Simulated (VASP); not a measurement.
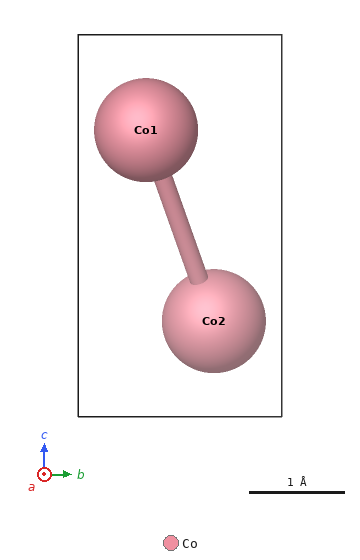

The starting structure (ball-and-stick view of the cell of the calculation, along the a axis; atoms are numbered from 1 in the order of the input). An atom can appear more than once, as a periodic image. Near neighbours in the periodic cell (some may lie outside the picture): Co has 12 Co at 2.47 Å.

# Run report: Co, geometry relaxation (part 1 of 3)

- system: Co (P6₃/mmc, 2 atoms in the cell)
- method: Kohn-Sham DFT of a periodic cell, LDA, VASP PAW LDA potentials, recommended, spin-polarised (VASP 6.6.1)

The structure derives from a Materials Project entry.

OSZICAR:
```
N       E                     dE             d eps       ncg     rms          rms(c)
DAV:   1     0.834005850540E+02    0.83401E+02   -0.95617E+03  3480   0.187E+03
DAV:   2    -0.159834204121E+02   -0.99384E+02   -0.92140E+02  3367   0.268E+02
DAV:   3    -0.185059267831E+02   -0.25225E+01   -0.24527E+01  3997   0.605E+01
DAV:   4    -0.185430496526E+02   -0.37123E-01   -0.37115E-01  4780   0.575E+00
DAV:   5    -0.185435065499E+02   -0.45690E-03   -0.45689E-03  4049   0.595E-01    0.156E+01
DAV:   6    -0.166926766114E+02    0.18508E+01   -0.14511E+01  3584   0.795E+01    0.752E+00
DAV:   7    -0.162258100950E+02    0.46687E+00   -0.21196E+00  3731   0.292E+01    0.379E+00
DAV:   8    -0.162004770463E+02    0.25333E-01   -0.14085E-02  5212   0.145E+00    0.177E+00
DAV:   9    -0.161849113908E+02    0.15566E-01   -0.45062E-03  4952   0.119E+00    0.474E-01
DAV:  10    -0.161836835298E+02    0.12279E-02   -0.35484E-04  4461   0.234E-01    0.149E-01
DAV:  11    -0.161836360140E+02    0.47516E-04   -0.63278E-05  4407   0.140E-01    0.367E-02
DAV:  12    -0.161836274932E+02    0.85208E-05   -0.44920E-06  3667   0.214E-02    0.187E-02
DAV:  13    -0.161836224351E+02    0.50581E-05   -0.16335E-06  2196   0.214E-02    0.961E-03
DAV:  14    -0.161836226478E+02   -0.21272E-06   -0.55699E-07  2047   0.110E-02
   1 F= -.16183623E+02 E0= -.16174784E+02  d E =-.161836E+02  mag=     3.1089
       N       E                     dE             d eps       ncg     rms          rms(c)
DAV:   1    -0.206072305786E+02   -0.44236E+01   -0.53123E+01  3360   0.131E+02    0.193E+01
DAV:   2    -0.167089066167E+02    0.38983E+01   -0.16064E+01  3696   0.902E+01    0.949E+00
DAV:   3    -0.162708753732E+02    0.43803E+00   -0.14461E+00  3759   0.248E+01    0.464E+00
DAV:   4    -0.161978771904E+02    0.72998E-01   -0.23793E-02  4092   0.156E+00    0.158E+00
DAV:   5    -0.161396436505E+02    0.58234E-01   -0.12156E-02  5342   0.157E+00    0.273E-01
DAV:   6    -0.161394220005E+02    0.22165E-03   -0.34448E-03  3921   0.998E-01    0.103E-01
DAV:   7    -0.161394846387E+02   -0.62638E-04   -0.50568E-05  4351   0.732E-02    0.475E-02
DAV:   8    -0.161394947434E+02   -0.10105E-04   -0.60336E-06  4030   0.311E-02    0.956E-03
DAV:   9    -0.161394938369E+02    0.90656E-06   -0.62690E-07  1891   0.165E-02
   2 F= -.16139494E+02 E0= -.16129920E+02  d E =0.441288E-01  mag=     2.6808
       N       E                     dE             d eps       ncg     rms          rms(c)
DAV:   1    -0.176309409258E+02   -0.14914E+01   -0.17266E+01  3360   0.832E+01    0.939E+00
DAV:   2    -0.165331641901E+02    0.10978E+01   -0.63360E+00  3640   0.508E+01    0.553E+00
DAV:   3    -0.162964328777E+02    0.23673E+00   -0.63963E-01  3626   0.172E+01    0.276E+00
DAV:   4    -0.162751075282E+02    0.21325E-01   -0.10320E-02  3942   0.120E+00    0.115E+00
DAV:   5    -0.162549413918E+02    0.20166E-01   -0.59341E-03  5154   0.110E+00    0.230E-01
DAV:   6    -0.162548665585E+02    0.74833E-04   -0.33335E-04  3953   0.224E-01    0.101E-01
DAV:   7    -0.162549325961E+02   -0.66038E-04   -0.17820E-05  4601   0.509E-02    0.406E-02
DAV:   8    -0.162549383007E+02   -0.57046E-05   -0.28454E-06  3658   0.228E-02    0.157E-02
DAV:   9    -0.162549384701E+02   -0.16939E-06   -0.24400E-07  1757   0.730E-03
   3 F= -.16254938E+02 E0= -.16248208E+02  d E =-.713158E-01  mag=     2.9052
       N       E                     dE             d eps       ncg     rms          rms(c)
DAV:   1    -0.162553598177E+02   -0.42152E-03   -0.46415E-03  3360   0.131E+00    0.161E-01
DAV:   2    -0.162550494910E+02    0.31033E-03   -0.16399E-03  3633   0.870E-01    0.949E-02
DAV:   3    -0.162549860479E+02    0.63443E-04   -0.17872E-04  3640   0.285E-01    0.435E-02
DAV:   4    -0.162549799584E+02    0.60895E-05   -0.21653E-06  3393   0.196E-02    0.157E-02
DAV:   5    -0.162549745504E+02    0.54079E-05   -0.80214E-07  1955   0.158E-02    0.248E-03
DAV:   6    -0.162549745884E+02   -0.37943E-07   -0.47999E-07  1750   0.878E-03
   4 F= -.16254975E+02 E0= -.16248260E+02  d E =-.713519E-01  mag=     2.9021
       N       E                     dE             d eps       ncg     rms          rms(c)
DAV:   1    -0.162553470018E+02   -0.37245E-03   -0.48089E-03  3360   0.134E+00    0.164E-01
DAV:   2    -0.162550257819E+02    0.32122E-03   -0.16988E-03  3640   0.886E-01    0.964E-02
DAV:   3    -0.162549604144E+02    0.65368E-04   -0.18426E-04  3647   0.289E-01    0.441E-02
DAV:   4    -0.162549542347E+02    0.61796E-05   -0.22880E-06  3532   0.199E-02    0.159E-02
DAV:   5    -0.162549487288E+02    0.55060E-05   -0.83355E-07  1984   0.159E-02    0.253E-03
DAV:   6    -0.162549487697E+02   -0.40937E-07   -0.48761E-07  1715   0.877E-03
   5 F= -.16254949E+02 E0= -.16248248E+02  d E =-.713261E-01  mag=     2.8990
       N       E                     dE             d eps       ncg     rms          rms(c)
DAV:   1    -0.162567377692E+02   -0.17890E-02   -0.51809E-02  3752   0.199E+00    0.246E-01
DAV:   2    -0.162556291526E+02    0.11086E-02   -0.95929E-04  4505   0.568E-01    0.124E-01
DAV:   3    -0.162552720578E+02    0.35709E-03   -0.42409E-04  4372   0.270E-01    0.623E-02
DAV:   4    -0.162552666361E+02    0.54217E-05   -0.46253E-05  3984   0.107E-01    0.110E-02
DAV:   5    -0.162552638592E+02    0.27769E-05   -0.22820E-06  3059   0.274E-02    0.615E-03
DAV:   6    -0.162552627136E+02    0.11456E-05   -0.74457E-07  1709   0.194E-02    0.287E-03
DAV:   7    -0.162552627441E+02   -0.30504E-07   -0.43026E-07  1709   0.587E-03
   6 F= -.16255263E+02 E0= -.16248524E+02  d E =-.313974E-03  mag=     2.8996
       N       E                     dE             d eps       ncg     rms          rms(c)
DAV:   1    -0.162552636099E+02   -0.89637E-06   -0.22705E-05  3696   0.421E-02    0.503E-03
DAV:   2    -0.162552631283E+02    0.48166E-06   -0.32069E-07  1778   0.121E-02
   7 F= -.16255263E+02 E0= -.16248524E+02  d E =-.314359E-03  mag=     2.8996
       N       E                     dE             d eps       ncg     rms          rms(c)
DAV:   1    -0.162567932842E+02   -0.15297E-02   -0.18432E-02  3374   0.263E+00    0.320E-01
DAV:   2    -0.162555588537E+02    0.12344E-02   -0.65675E-03  3619   0.174E+00    0.189E-01
DAV:   3    -0.162553092121E+02    0.24964E-03   -0.70808E-04  3598   0.567E-01    0.867E-02
DAV:   4    -0.162552854039E+02    0.23808E-04   -0.88225E-06  4211   0.388E-02    0.313E-02
DAV:   5    -0.162552644272E+02    0.20977E-04   -0.43669E-06  4750   0.304E-02    0.445E-03
DAV:   6    -0.162552645811E+02   -0.15387E-06   -0.35758E-07  1770   0.627E-03
   8 F= -.16255265E+02 E0= -.16248499E+02  d E =-.145280E-05  mag=     2.9057
       N       E                     dE             d eps       ncg     rms          rms(c)
DAV:   1    -0.162556470308E+02   -0.38260E-03   -0.42301E-03  3374   0.126E+00    0.154E-01
DAV:   2    -0.162553623946E+02    0.28464E-03   -0.15102E-03  3619   0.834E-01    0.908E-02
DAV:   3    -0.162553043294E+02    0.58065E-04   -0.16400E-04  3570   0.273E-01    0.416E-02
DAV:   4    -0.162552988064E+02    0.55230E-05   -0.19382E-06  3251   0.187E-02    0.150E-02
DAV:   5    -0.162552938530E+02    0.49534E-05   -0.72591E-07  1757   0.152E-02    0.239E-03
DAV:   6    -0.162552938932E+02   -0.40252E-07   -0.44386E-07  1701   0.842E-03
   9 F= -.16255294E+02 E0= -.16248542E+02  d E =-.307650E-04  mag=     2.9028
```

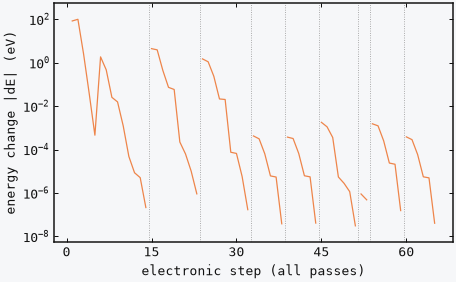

Convergence of the self-consistent field: energy change |dE| against the electronic step. Each stretch between dotted lines is the SCF of one geometry step of a relaxation. The 9 ionic steps take 2 to 14 electronic steps each. The density is held fixed in the first few steps, and dE rises again when its update begins.

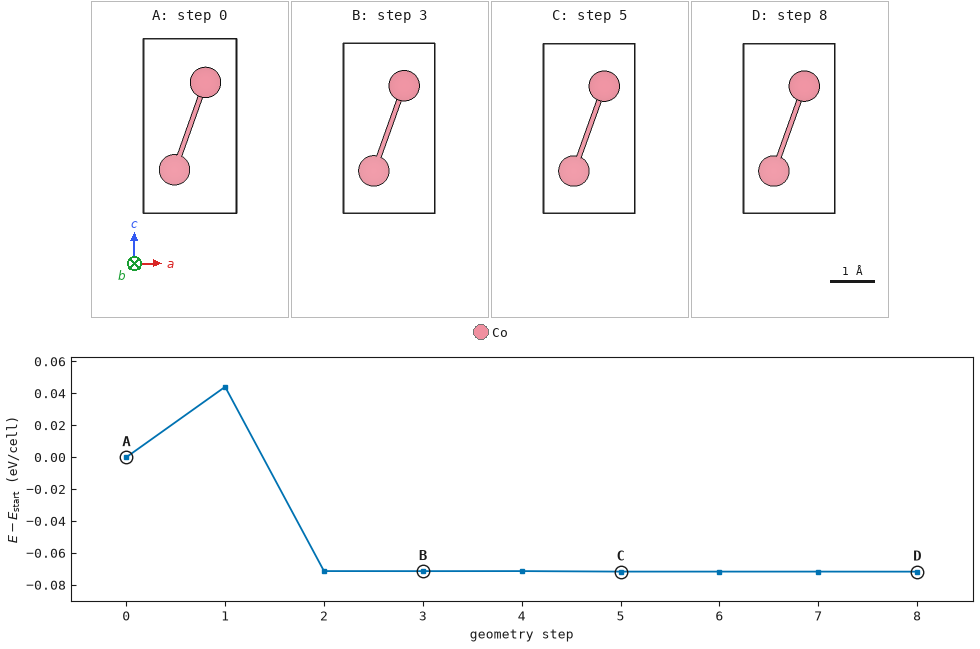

Frames of the relaxation (ball-and-stick view of the cell of the calculation, along the b axis) above the curves, on which the letters mark them (steps are counted from 0).

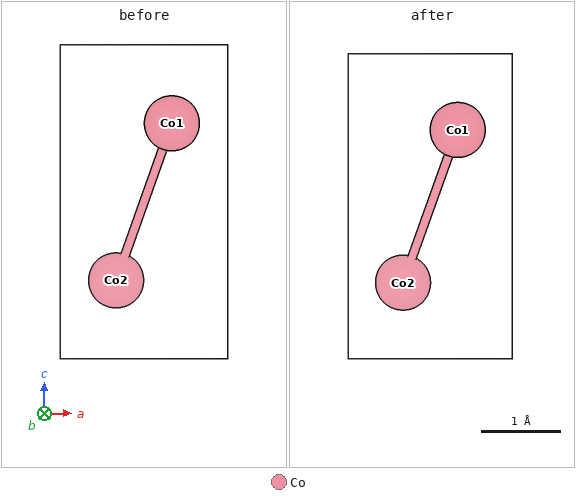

Before (left) and after (right) the relaxation, at one scale (ball-and-stick view of the cell of the calculation, along the b axis). No atom moves by more than 0.005 Å relative to the cell. The drawn cell changes as follows: a = b 2.472 → 2.424 Å (−1.9 %), c 4.021 → 3.908 Å (−2.8 %); the volume changes by −6.5 %. Distances before and after: Co1–Co2 2.466 → 2.403 Å, Co1–Co1 2.472 → 2.424 Å. The space group stays P6_3/mmc (No. 194). Over 8 geometry steps the energy falls by 71.7 meV per cell of the calculation. All forces vanish by symmetry, so only the cell relaxes. (Atoms are counted from 1 in the order of the input.)

Parts of OUTCAR:
```
SYSTEM = Co
   PREC = Accurate
   ENCUT = 600
   EDIFF = 1E-6
   ISMEAR = -1
   LREAL = .FALSE.
   LASPH = .TRUE.
   NELM = 120
   ISIF = 3
   ISPIN = 2
   LORBIT = 11
   IBRION = 2
   NSW = 60
   EDIFFG = -0.01

 ion  position               nearest neighbor table
   1  0.667  0.333  0.750-   2 2.47   2 2.47   2 2.47   2 2.47   2 2.47   2 2.47
   2  0.333  0.667  0.250-   1 2.47   1 2.47   1 2.47   1 2.47   1 2.47   1 2.47

  LATTYP: Found a hexagonal cell.
 ALAT       =     2.4719999032
 C/A-ratio  =     1.6266764715

  Lattice vectors:

 A1 = (   2.4719999032,   0.0000000000,   0.0000000000)
 A2 = (  -1.2359999516,   2.1408147143,   0.0000000000)
 A3 = (   0.0000000000,   0.0000000000,   4.0211440800)

Analysis of symmetry for initial positions (statically):
=====================================================================
 Subroutine PRICEL returns:
 Original cell was already a primitive cell.

 Routine SETGRP: Setting up the symmetry group for a
 hexagonal supercell.

 Subroutine GETGRP returns: Found 24 space group operations
 (whereof 12 operations were pure point group operations)
 out of a pool of 24 trial point group operations.

The static configuration has the point symmetry D_3d.
 The point group associated with its full space group is D_6h.

Analysis of symmetry for dynamics (positions and initial velocities):
=====================================================================
 Subroutine PRICEL returns:
 Original cell was already a primitive cell.

 Routine SETGRP: Setting up the symmetry group for a
 hexagonal supercell.

 Subroutine GETGRP returns: Found 24 space group operations
 (whereof 12 operations were pure point group operations)
 out of a pool of 24 trial point group operations.

The dynamic configuration has the point symmetry D_3d.
 The point group associated with its full space group is D_6h.

Analysis of structural, dynamic, and magnetic symmetry:
=====================================================================
 Subroutine PRICEL returns:
 Original cell was already a primitive cell.

 Routine SETGRP: Setting up the symmetry group for a
 hexagonal supercell.

 Subroutine GETGRP returns: Found 24 space group operations
 (whereof 12 operations were pure point group operations)
 out of a pool of 24 trial point group operations.

The overall configuration has the point symmetry D_3d.
 The point group associated with its full space group is D_6h.

 Subroutine INISYM returns: Found 24 space group operations
 (whereof 12 operations are pure point group operations),
 and found     1 'primitive' translations

----------------------------------------------------------------------------------------

                                     Primitive cell

  volume of cell :      21.2803

  direct lattice vectors                    reciprocal lattice vectors
     2.471999903  0.000000000  0.000000000     0.404530760  0.233555943  0.000000000
    -1.235999952  2.140814714  0.000000000     0.000000000  0.467111887  0.000000000
     0.000000000  0.000000000  4.021144080     0.000000000  0.000000000  0.248685444

  length of vectors
     2.471999903  2.471999903  4.021144080     0.467111887  0.467111887  0.248685444

  position of ions in fractional coordinates (direct lattice)
     0.666666667  0.333333333  0.750000000
     0.333333333  0.666666667  0.250000000

  ion indices of the primitive-cell ions
   primitive index   ion index
                 1           1
                 2           2

----------------------------------------------------------------------------------------

 KPOINTS: regular mesh

Automatic generation of k-mesh.
 Grid dimensions read from file:
 generate k-points for:   10   10    6

 Generating k-lattice:

  Cartesian coordinates                     Fractional coordinates (reciprocal lattice)
     0.040453076  0.023355594  0.000000000     0.100000000 -0.000000000  0.000000000
     0.000000000  0.046711189  0.000000000     0.000000000  0.100000000  0.000000000
     0.000000000  0.000000000  0.041447574     0.000000000  0.000000000  0.166666667

  Length of vectors
     0.046711189  0.046711189  0.041447574

  Shift w.r.t. Gamma in fractional coordinates (k-lattice)
     0.000000000  0.000000000  0.000000000

 Subroutine IBZKPT returns following result:
 ===========================================

 Found     56 irreducible k-points:

 Following reciprocal coordinates:
            Coordinates               Weight
  0.000000  0.000000  0.000000      1.000000
  0.100000  0.000000  0.000000      6.000000
  0.200000  0.000000  0.000000      6.000000
  0.300000  0.000000  0.000000      6.000000
  0.400000  0.000000  0.000000      6.000000
  0.500000  0.000000  0.000000      3.000000
  0.100000  0.100000  0.000000      6.000000
  0.200000  0.100000  0.000000     12.000000
  0.300000  0.100000  0.000000     12.000000
  0.400000  0.100000  0.000000     12.000000
  0.200000  0.200000  0.000000      6.000000
  0.300000  0.200000  0.000000     12.000000
  0.400000  0.200000  0.000000      6.000000
  0.300000  0.300000  0.000000      6.000000
  0.000000  0.000000  0.166667      2.000000
  0.100000  0.000000  0.166667     12.000000
  0.200000  0.000000  0.166667     12.000000
  0.300000  0.000000  0.166667     12.000000
  0.400000  0.000000  0.166667     12.000000
  0.500000  0.000000  0.166667      6.000000
  0.100000  0.100000  0.166667     12.000000
  0.200000  0.100000  0.166667     24.000000
  0.300000  0.100000  0.166667     24.000000
  0.400000  0.100000  0.166667     24.000000
 [... further k-points ...]
```
